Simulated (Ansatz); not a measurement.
Input file:

```
crystal:
  lattice:
    - [-1.641, 1.641, 1.641]
    - [1.641, -1.641, 1.641]
    - [1.641, 1.641, -1.641]
  atoms:
    - { symbol: Ti, position: [0.0, 0.0, 0.0] }
basis:
  ecutwfc: 500
  fft_grid_basis: typed
kpoints:
  mp_grid: { grid: [14, 14, 14] }
hamiltonian:
  xc: pbe
  pseudopotentials: { kind: paw }
scf:
  occupations: { method: gaussian, width: 0.05 }
  n_extra_bands: 6
output:
  forces: true
  stress: false
  eigenvalues: true
  bader: false
  write_density: false
  volumetric_format: npy
  band_densities:
    - { e_range: [-0.25, 0.25] }
    - { e_range: [-1.2, 0.0] }
    - { e_range: [0.0, 1.2] }
    - { e_range: [-5.9, -3.92] }
    - { e_range: [-3.92, -1.96] }
  dos:
    e_range: [-30, 8]
    de: 0.02
    method: { smearing: { sigma: 0.03, scheme: gaussian } }
    projected: { site_lists: { Ti: [Ti] } }
checkpoint:
  read: start.run
  write: ck
  compress: false
  write_wavefunctions: false
  write_every: 100000
```

Run with:

```sh
ansatz run input.yaml --threads 2 --pin off --max-ram 4096MiB --backend cpu --events-out ev --progress --plain --runs-dir out
```

The picture shows the conventional cell (a = 3.28 Å, b = 3.28 Å, c = 3.28 Å, α = 90.00°, β = 90.00°, γ = 90.00°).

Space group Im-3m; the calculation finds a residual pressure of about −2 GPa at this fixed cell. This isn't the usual form at ambient conditions.

Computed with DFT PBE, scalar-relativistic, plane waves, PAW in Ansatz.

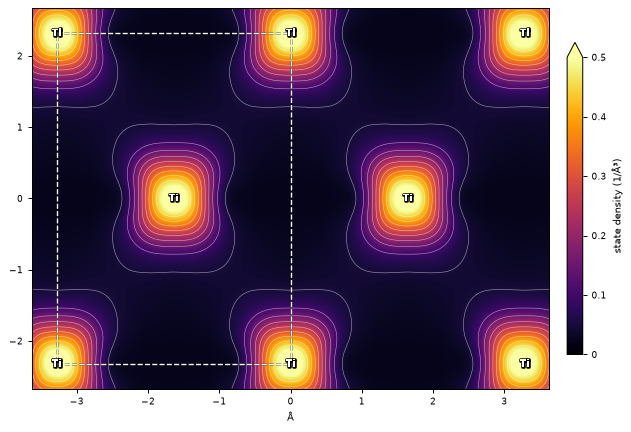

Ti. Density of the Kohn–Sham states from −0.25 to +0.25 eV about the Fermi level (the states at the Fermi level), scaled to one electron a cell: a map on the (101) plane of the conventional cell.

In a PAW calculation such maps are meaningful between the atoms, not at the nuclei.

### Describe these states.

Löwdin projections on the PAW files' atomic orbitals give Ti 3d (95 %).
